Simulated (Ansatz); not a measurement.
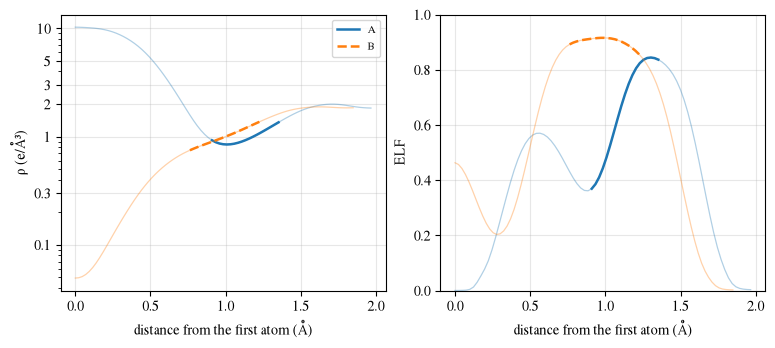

Figure 1: TiSi$_{15}$C$_{16}$ (cell with a defect). Valence electron density and electron localisation function along straight lines between neighbouring atoms. Thin, pale parts lie inside the atomic spheres.

The program warned that a starting moment wasn't kept; spin-polarised, but the moments vanished.

Computed with DFT LDA, scalar-relativistic, plane waves, PAW (Ansatz).

Core electrons are frozen (PAW), and the valence fields are smoothed inside the atomic spheres.

```
Ti Si C
1.0
     6.11684    0.00000    0.00000
    -3.05842    5.29734    0.00000
     0.00000    0.00000   10.01215
Ti Si C
1 15 16
Cartesian
  1.5305 0.8864 9.3670
  -0.0003 3.5343 9.3931
  4.5889 0.8885 9.3931
  3.0611 3.5343 9.3929
  -0.0009 1.7705 4.3900
  -1.5282 4.4158 4.3900
  3.0614 1.7705 4.3900
  1.5303 4.4181 4.3865
  -1.5281 2.6522 6.8946
  3.0522 5.2968 6.8729
  1.5303 2.6606 6.8728
  0.0084 5.2967 6.8727
  6.1131 0.0007 1.9059
  -1.5281 2.6524 1.8853
  3.0646 0.0007 1.9059
  1.5304 2.6579 1.9057
  1.5304 0.8864 7.3912
  0.0032 3.5363 7.5072
  4.5887 0.8841 7.5073
  3.0574 3.5363 7.5072
  -0.0017 1.7711 2.5079
  -1.5280 4.4148 2.5080
  3.0625 1.7711 2.5081
  1.5304 4.4180 2.5297
  1.5303 2.6592 5.0018
  3.0654 0.0002 5.0016
  -1.5282 2.6522 5.0198
  6.1120 0.0002 5.0018
  2.9950 5.2637 0.0483
  -1.5280 2.6524 0.0041
  0.0661 5.2636 0.0484
  1.5305 2.7269 0.0483
```

### Which curve belongs to which contact (Si–C and Ti–C)? The first atom named is at distance zero.

Curve A: Ti–C (1.97 Å): the density is about 0.85 e/Å³ at the midpoint; the ELF peaks at about 0.85 in the valence shell of C, 0.7 Å from its nucleus, and is about 0.45 at the midpoint. Curve B: Si–C (1.85 Å): the density is about 0.91 e/Å³ at the midpoint; the ELF peaks at about 0.90 between the atoms, as expected for a shared electron pair.
